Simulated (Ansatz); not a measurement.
System: H₂Se.

The calculation's input:

```
crystal:
  lattice:
    - [5.9390670959, 0.0, 0.0]
    - [0.0, 5.9390670959, 0.0]
    - [0.0, 0.0, 2.9177143555]
  atoms:
    - { symbol: H, position: [0.3821647972, 0.3821647972, 0.0] }
    - { symbol: H, position: [0.1178352028, 0.8821647972, 0.5] }
    - { symbol: H, position: [0.6178352028, 0.6178352028, 0.0] }
    - { symbol: H, position: [0.8821647972, 0.1178352028, 0.5] }
    - { symbol: Se, position: [0.0, 0.0, 0.0] }
    - { symbol: Se, position: [0.5, 0.5, 0.5] }
basis:
  ecutwfc: 420
kpoints:
  mp_grid: { grid: [6, 6, 12] }
hamiltonian:
  xc: pbe
scf:
  occupations: { method: gaussian, width: 0.1 }
output:
  forces: true
  stress: true
  eigenvalues: true
  write_density: true
  write_potential: true
  elf: true
  volumetric_format: npy
relax:
  adjacent_minimum: "off"
  f_tol: 0.01
  max_steps: 80
  cell: { stress_tol: 0.05 }
```

Command:

```sh
ansatz run input.yaml --threads 1 --pin off --max-ram 2560MiB --backend cpu --events-out ev --progress --plain --runs-dir out
```

Below, planes, directions and counts refer to the conventional cell (a = 5.30 Å, b = 5.30 Å, c = 3.02 Å, α = 90.00°, β = 90.00°, γ = 90.00°).

The fields are those of the relaxed geometry.

Space group P4₂/mnm; started from the rutile_136 prototype, which need not be the ambient phase.

All numbers below come from DFT PBE, scalar-relativistic, plane waves, PAW in Ansatz.

### What can the converged valence pseudo-density and electron localisation function tell about the bonding?

Se–H (1.81 Å): ρ at the midpoint is about 0.77 e/Å³; the ELF climbs to about 1 towards the hydrogen, as it does in any bond to H.

### Does the calculation make it a metal, or give it a gap?

It is gapless in this calculation (a metal or semimetal).

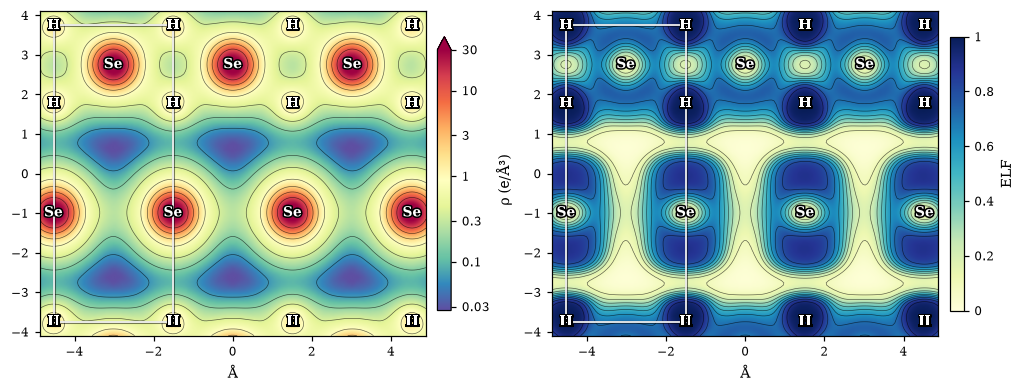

Computed valence pseudo-density and electron localisation function on the (110) plane of the conventional cell, in this order. 
